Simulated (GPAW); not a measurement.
# AlN (F-43m): refractive index against wavelength

The refractive index of AlN (F-43m) below the direct gap (4.11 eV on the mesh) is read from one computed spectrum, n = √(Re ε).

The structure is cubic, space group F-43m (No. 216). Conventional cell: a = 4.368 Å, b = 4.368 Å, c = 4.368 Å, α = 90.00°, β = 90.00°, γ = 90.00°. Al on site a has 4 N at 1.89 Å as nearest neighbours. Around N on site d lie 4 Al at 1.89 Å.

Method: GPAW 26.7.0, PBE, RPA, k-mesh 14×14×14, local fields up to 60 eV, Lorentzian half width 0.1 eV.

Launch of the response step: `OMP_NUM_THREADS=1 python df.py`. The run took 15 s, its band step included, on 1 thread of Arm Neoverse V2 (shared host).

```tsv
wavelength (nm)	photon energy E (eV)	n
1310	0.946	2.1140
1064	1.165	2.1201
850	1.459	?
700	1.771	2.1445
633	1.959	2.1546
532	2.331	2.1789
450	2.755	2.2152
```

In the single-oscillator model n² − 1 = E₀E_d/(E₀² − E²), so 1/(n² − 1) = E₀/E_d − E²/(E₀E_d) is linear in E².

Working, on the rows shown:

| x = E² (eV²) | y = 1/(n² − 1) |
| --- | --- |
| 0.895757 | 0.288268 |
| 1.35784 | 0.286137 |
| 3.13716 | 0.277864 |
| 3.83641 | 0.274552 |
| 5.43137 | 0.266837 |
| 7.59115 | 0.255944 |

Means: x̄ = 3.7083, ȳ = 0.27493. Σ(x − x̄)(y − ȳ) = -0.1532, Σ(x − x̄)² = 31.82. Slope = -0.1532 / 31.82 = -0.004816; intercept = ȳ − slope · x̄ = 0.29279. Turned back into n, the line misses the rows shown by at most 0.001.

Task: Fill in the last column of the withheld row.

Result: At x = 2.1276 the line gives y = 0.28255, that is 2.1306. The run gave 2.1304, so the interpolation is off by 0.00015, 0.2 % of the range in the table.

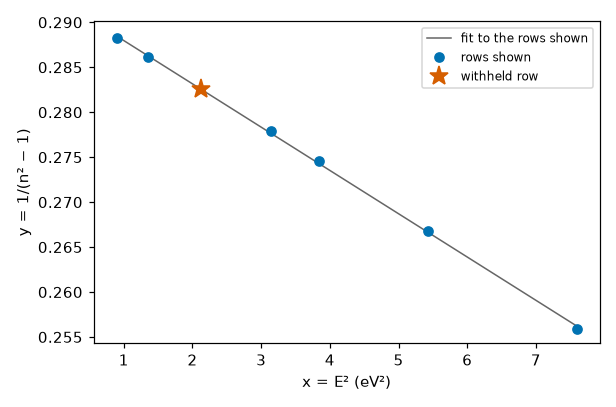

Refitted with all rows, the slope is -0.004818 and the intercept 0.29281. These give E₀ = √(intercept/−slope) = 7.80 eV and E_d = E₀/intercept = 26.6 eV; E₀ is 1.9 times the direct gap. The electronic limit at long wavelengths, without lattice vibrations, is n = √(1 + 1/intercept) = 2.101. Excitons are left out; PBE gaps are as a rule too small. The values come from a sum over the points of one k-mesh and carry its error, which grows as the direct gap shrinks. The local-field cutoff holds few shells of reciprocal vectors for this small cell, so ε∞ can read a few per cent high.

[Logs are printed without paths, hosts, clocks, repeated set-up lines and the standing remarks that a program may print on its own settings, such as how far it seeks lower states.]
